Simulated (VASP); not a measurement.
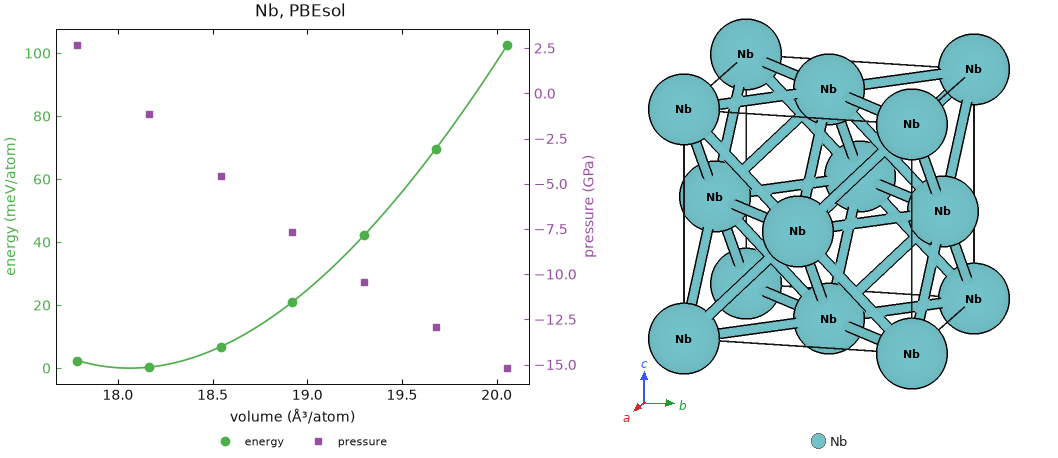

The picture above shows the energy and pressure against volume for Nb, space group Fm-3m (No. 225). The conventional cell is drawn beside the plot.

Starting cell:
```
Nb
1.0
     0.00000    2.11500    2.11500
     2.11500    0.00000    2.11500
     2.11500    2.11500    0.00000
Nb
1
Direct
  0.00000 0.00000 0.00000
```

Method: plane-wave DFT, no spin polarisation; energies at scaled volumes of the given cell, shape and fractions fixed, counted from the fit's minimum, third-order Birch-Murnaghan fit (VASP 6.6.1). Level: PBEsol.

| setting | value |
| --- | --- |
| k mesh | 11×11×11 |
| occupations | Fermi–Dirac |
| smearing width | 0.05 eV |
| potentials | VASP PAW PBE potentials, recommended |
| wave cutoff | 520 eV |

**What equilibrium volume and bulk modulus follow from the curve?**

A third-order Birch–Murnaghan fit gives V0 = 18.06 Å³/atom, B0 = 178 GPa and B′ = 4.1.

**How does the pressure vary with volume?**

It falls from 2.68 GPa at volume 17.79 Å³/atom to −15.20 GPa at 20.06 Å³/atom, and changes sign near 18.05 Å³/atom.

The computed values:

```csv
volume (Å³/atom),energy (meV/atom),pressure (GPa)
17.79,2,2.68
18.16,0,-1.12
18.54,7,-4.55
18.92,21,-7.65
19.30,42,-10.44
19.68,70,-12.95
20.06,103,-15.20
```
